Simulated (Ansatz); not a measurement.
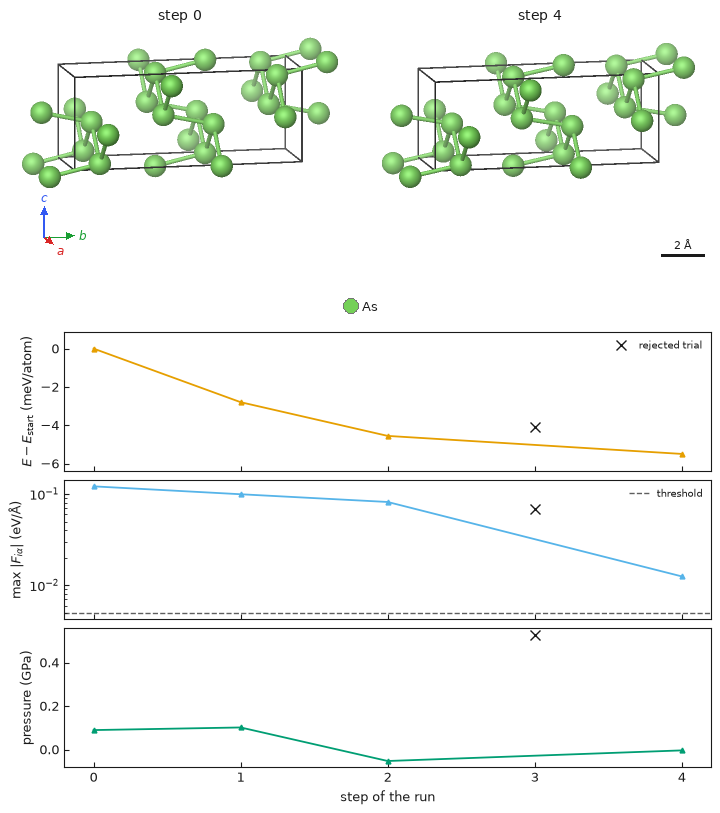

First and last geometry of a relaxation of a crystal of As (set up in Cmce), with the history of the run. A ball-and-stick model of the conventional cell (2 times the calculation's cell), seen slightly off an axis. Lengths and directions refer to the drawn axes.

These are results of DFT PBE+D3(BJ), scalar-relativistic, plane waves, PAW in Ansatz, not measurements. (plane-wave cutoff 420 eV; k-point mesh 10 × 10 × 8; occupations gaussian; smearing width 0.01 eV; no spin polarisation; cell and atoms relaxed; force threshold 0.005 eV/Å; at most 80 steps)

**Did the run converge, and what did it change?**

The run was cut off at its time limit before the relaxation converged, so the last structure is only a point on the way. After 3 accepted moves (4 points after the start) the energy has fallen by 5.5 meV per atom. The largest force component goes from 0.12 to 0.013 eV/Å. Pressure: 0.09 GPa at the start and 0.00 GPa at the end. The line search rejected the trial step at point 3 of the run. The largest moves relative to the cell, 0.036 Å, are those of As atoms. The drawn cell changes as follows: a 3.650 → 3.779 Å (+3.5 %), b 11.000 → 10.811 Å (−1.7 %), c 4.470 → 4.264 Å (−4.6 %); the volume changes by −2.9 %. Near-neighbour distances that change, for instance: As–As 2.493 → 2.517 Å. Among the angles between lasting bonds that change: As–As–As 94.1° → 97.3°. The space group stays Cmce (No. 64). The run took roughly 3 core-minutes on a shared host.
